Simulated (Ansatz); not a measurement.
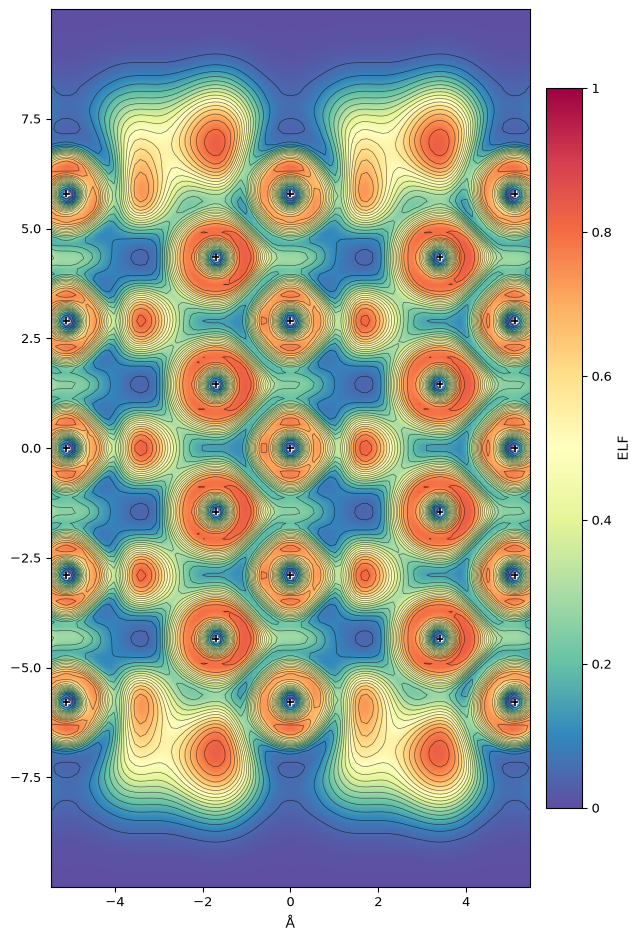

The electron localisation function on a plane through atoms (crosses mark nuclei in the plane).

Level of theory: Ansatz, DFT PBE, scalar-relativistic, plane waves, PAW.

Candidates:
A. Ta5N4 (slab), a = 2.95 Å, b = 2.95 Å, c = 26.59 Å, α = 90.00°, β = 90.00°, γ = 120.00°. Not relaxed (largest force 0.4 eV/Å); computed without spin polarisation.
B. AlRu, a = 2.99 Å, b = 2.99 Å, c = 2.99 Å, α = 90.00°, β = 90.00°, γ = 90.00°. Space group P4mm; changed on purpose from its base cell (all Al atoms moved +0.037 Å, as atom 1 towards its neighbour atom 1 (Al) at 2.992 A); computed pressure about 3 GPa in this cell; computed without spin polarisation.
C. InP, a = 5.86 Å, b = 5.86 Å, c = 5.86 Å, α = 90.00°, β = 90.00°, γ = 90.00°. Space group F-43m; computed pressure about 3 GPa in this cell.

Q: Which system is this?

A: Candidate A: Ta5N4 on the (110) plane of the calculation cell, a cut from vacuum to vacuum, which holds Ta and N. Ta–N (2.24 Å): the ELF peaks at about 0.80 in the valence shell of N, 0.7 Å from its nucleus, and is about 0.20 at the midpoint (no shared electron pair shows on this line). Ta–Ta (2.90 Å): the ELF is about 0.30 at the midpoint; no localised pair shows between them.
